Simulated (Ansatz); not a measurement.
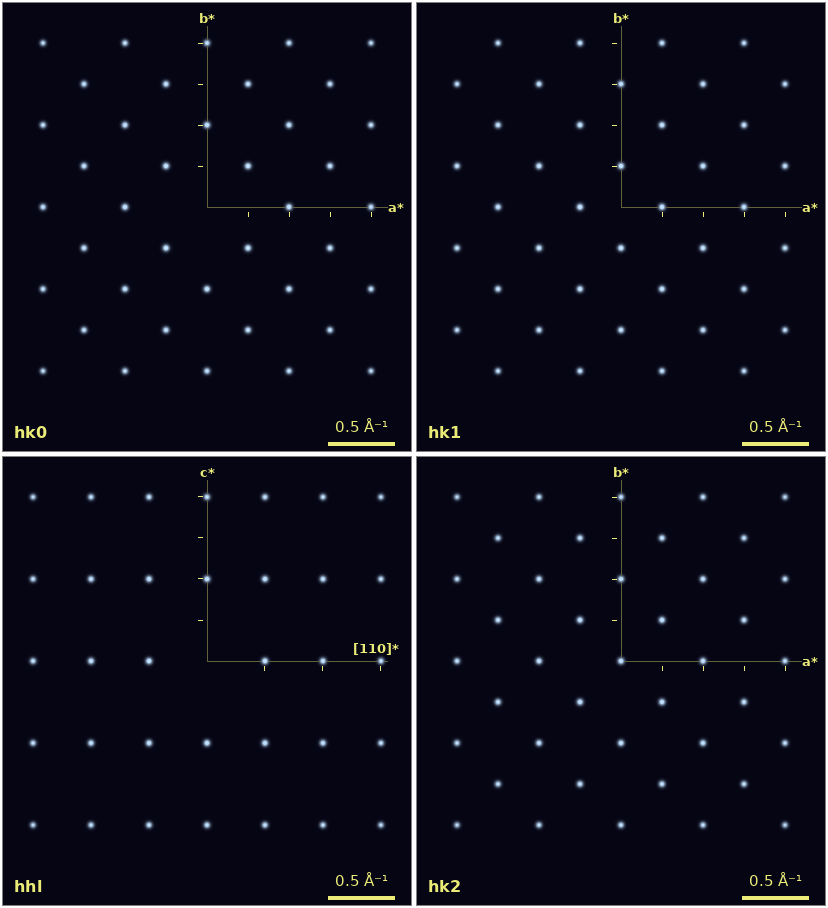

Simulated precession-type sections (neutrons; kinematic intensities, B = 0.5 Å²). The ticks mark integer indices of the conventional cell.

Q: Read the reciprocal cell and give the direct cell.

A: a* = 0.315, b* = 0.315, c* = 0.315 Å⁻¹; the cell is cubic with a = 3.18 Å.

Q: List the systematic absences.

A: Reflections are present only under these conditions. hkl: h + k + l = 2n; hk0: h + k = 2n; hhl: l = 2n; h00: h = 2n. The lattice is body-centred (I).

Q: Which space groups fit?

A: The intensities have Laue symmetry m-3m (the hk0 layer shows 4mm, hk1 shows 4mm). With these conditions the candidates are I432 (No. 211), I-43m (No. 217), Im-3m (No. 229). Diffraction geometry alone does not choose among them; the structure has Im-3m. The compound is Pt. Structure: the geometry relaxed with DFT, revPBE, plane waves (420 eV) with PAW, scalar-relativistic in Ansatz 0.2.0; the starting structure was generated, so it need not be a known form of this composition.
